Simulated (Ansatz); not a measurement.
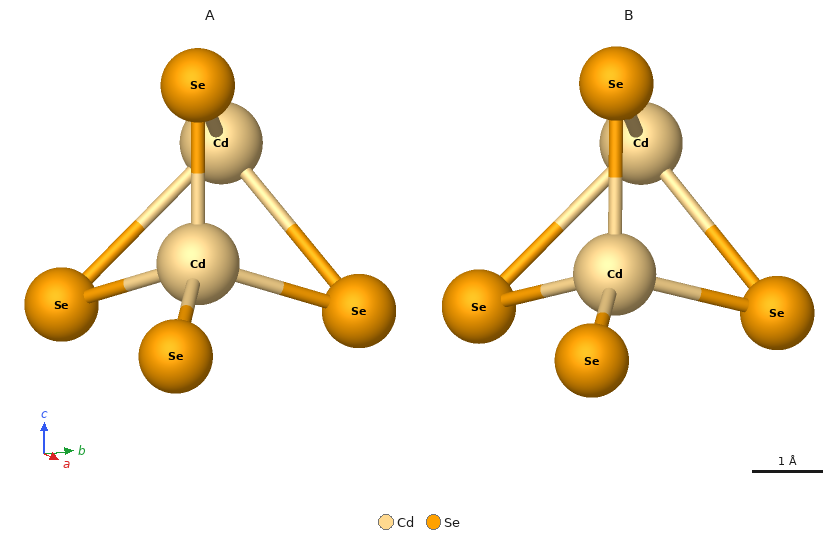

Two geometries of a defect cell of composition Cd49Se48 (cell charge +1), drawn at one scale. One is the start of a relaxation, the other its converged end. Style: ball-and-stick. Shown: the atoms within 4.2 Å of the atom that moves most (axes of the cell of the calculation (origin shifted)), slightly off an axis.

Method: DFT, PBEsol, PAW, plane waves (Ansatz). Settings: plane-wave cutoff 420 eV; k-point mesh 1 × 1 × 1; mesh shifted by (0.25, 0.25, 0.25); collinear spin; atoms relaxed in a fixed cell; force threshold 0.03 eV/Å; at most 80 steps.

Question: Which one is relaxed?

Answer: Structure B is the relaxed one. After 3 geometry steps the energy has fallen by 0.839 eV per cell of the calculation. The largest force component goes from 0.85 to 0.026 eV/Å. The largest move is that of a Cd atom, 0.19 Å along [2 −1 −2]. Largest moves by element: Cd 0.19 Å, Se 0.12 Å. The cell stays as it was. Among the contacts that change: Cd–Cd 2.811 → 2.987 Å, Cd–Se 2.590 → 2.753 Å, Cd–Se 2.645 → 2.565 Å, Cd–Se 2.783 → 2.839 Å. Bond angles that change, for instance: Se–Cd–Se 109.0° → 113.5°, Se–Cd–Se 109.0° → 105.2°, Se–Cd–Se 109.0° → 105.8°. Cost: 13 s on 1 × NVIDIA GB200 with 8 threads of Arm Neoverse-V2, peak memory 3 GiB.

Limits of the set-up: the cell is charged, on a uniform background, and energies carry no finite-size correction.
